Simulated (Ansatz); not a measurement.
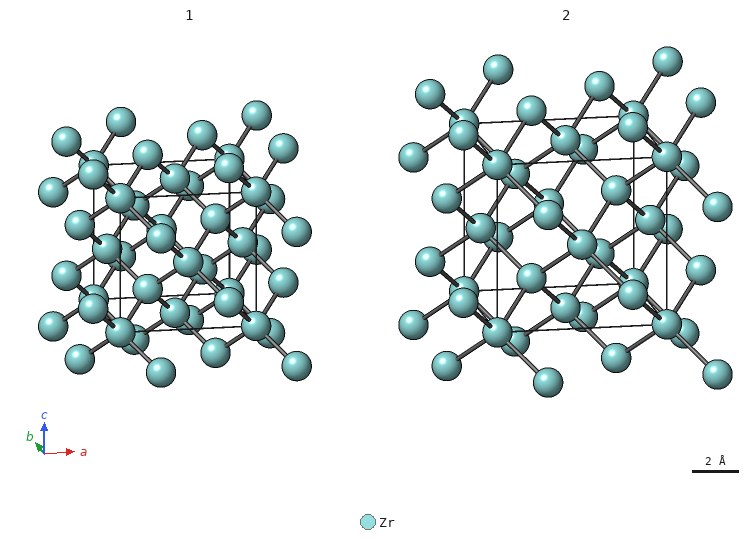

Two geometries of crystalline Zr (a generated structure, set up in Fd-3m), drawn at one scale. One is the start of a relaxation, the other its converged end. A ball-and-stick model of the conventional cell (4 times the calculation's cell), seen slightly off an axis. Lengths and directions refer to the drawn axes.

Method: DFT PBEsol, scalar-relativistic, plane waves, PAW in Ansatz. (plane-wave cutoff 420 eV; k-point mesh 10 × 10 × 10; occupations gaussian; smearing width 0.1 eV; no spin polarisation; cell and atoms relaxed; force threshold 0.01 eV/Å; at most 60 steps)

Which of the two is the end point?

Answer. Structure 1 is the relaxed one. Case: Sn → Zr on all its sites, cell and atoms relaxed. The atoms keep their places relative to the cell (all moves are under 0.005 Å). The drawn cell changes as follows: a = b = c 7.666 → 6.139 Å (−19.9 %); the volume changes by −48.6 %. Among the contacts that change: Zr–Zr 3.320 → 2.658 Å. The space group stays Fd-3m (No. 227). The energy falls by 1020 meV per atom in 6 accepted moves (7 points after the start). All forces vanish by symmetry, so only the cell relaxes. Pressure: −7.25 GPa at the start and −0.01 GPa at the end. The SCF was repeated once at an unchanged geometry on a basis and grid sized afresh for the cell, which shifted the energy by 0.3 meV per atom at most.
